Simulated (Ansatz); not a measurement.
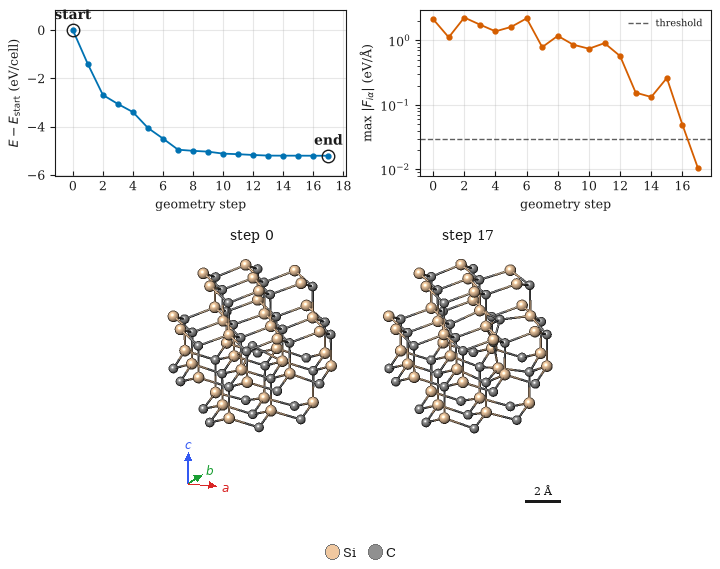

First and last geometry of a relaxation of a defect cell of composition Si48C49 (cell charge −1), with the history of the run. A ball-and-stick model of the atoms within 5.8 Å of the atom that moves most (axes of the cell of the calculation (origin shifted)), seen slightly off an axis.

Theory: DFT, PBEsol, PAW, plane waves (Ansatz). Set-up: plane-wave cutoff 420 eV; k-point mesh 1 × 1 × 1; mesh shifted by (0.25, 0.25, 0.25); collinear spin; atoms relaxed in a fixed cell; force threshold 0.03 eV/Å; at most 80 steps.

**Read the history and describe the run.**

It converged. The atom that moves furthest is a C atom (1.49 Å roughly along [3 1 1]). By element the largest moves are C 1.49 Å, Si 0.40 Å. The cell doesn't change. Some distances before and after: C–Si 1.993 → 3.236 Å, C–Si 2.337 → 3.472 Å, C–C 2.008 → 3.070 Å, C–Si 1.906 → 2.876 Å. New bonds form: C–C (2.00 → 1.40 Å), C–Si (2.38 → 1.82 Å). Bonds break: C–Si (1.91 → 2.88 Å), C–Si (1.99 → 3.24 Å), C–Si (2.05 → 2.85 Å). Among the angles between lasting bonds that change: C–Si–C 170.2° → 110.6°, C–Si–C 77.2° → 105.0°, C–Si–C 110.7° → 94.4°. After 17 geometry steps the energy has fallen by 5.207 eV per cell of the calculation. The largest force component goes from 2.1 to 0.01 eV/Å.

```tsv
step	E − E(0), meV/atom	largest force component, eV/Å
0	0.00	2.1372
1	-14.56	1.1181
2	-27.72	2.2664
3	-31.58	1.7606
4	-35.04	1.3841
5	-41.84	1.6197
6	-46.36	2.1990
7	-51.10	0.7876
8	-51.58	1.1781
9	-51.94	0.8570
10	-52.78	0.7450
11	-53.02	0.9083
12	-53.36	0.5728
13	-53.62	0.1550
14	-53.65	0.1327
15	-53.65	0.2615
16	-53.68	0.0493
17	-53.68	0.0104
```

Limits of the set-up: the cell is charged, on a uniform background, and energies carry no finite-size correction.
